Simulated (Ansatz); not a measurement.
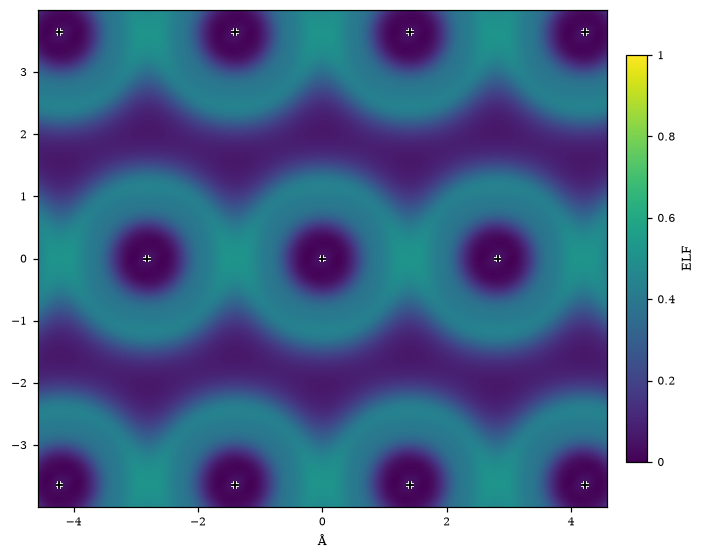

The ELF on a plane through atoms (crosses mark nuclei in the plane).

All numbers below come from DFT r2SCAN, scalar-relativistic, plane waves, PAW (Ansatz).

Candidates:
A. FeCo3, a = 3.28 Å, b = 3.28 Å, c = 3.28 Å, α = 90.00°, β = 90.00°, γ = 90.00°. Space group Pm-3m; a structure from a database of computed crystals, not necessarily the ambient phase; computed pressure about 45 GPa in this cell; computed without spin polarisation.
B. Ti, a = 4.11 Å, b = 4.11 Å, c = 4.11 Å, α = 90.00°, β = 90.00°, γ = 90.00°. Space group Fm-3m; computed without spin polarisation.
C. Ge, a = 2.82 Å, b = 3.90 Å, c = 14.56 Å, α = 89.99°, β = 90.00°, γ = 68.83°. Space group I4₁/amd; a structure from a database of computed crystals, not necessarily the ambient phase.

Question: Which system is this?

Answer: Candidate C: Ge on the (001) plane of the calculation cell, which holds Ge. Ge–Ge (2.82 Å): the ELF reaches about 0.50 near the midpoint.
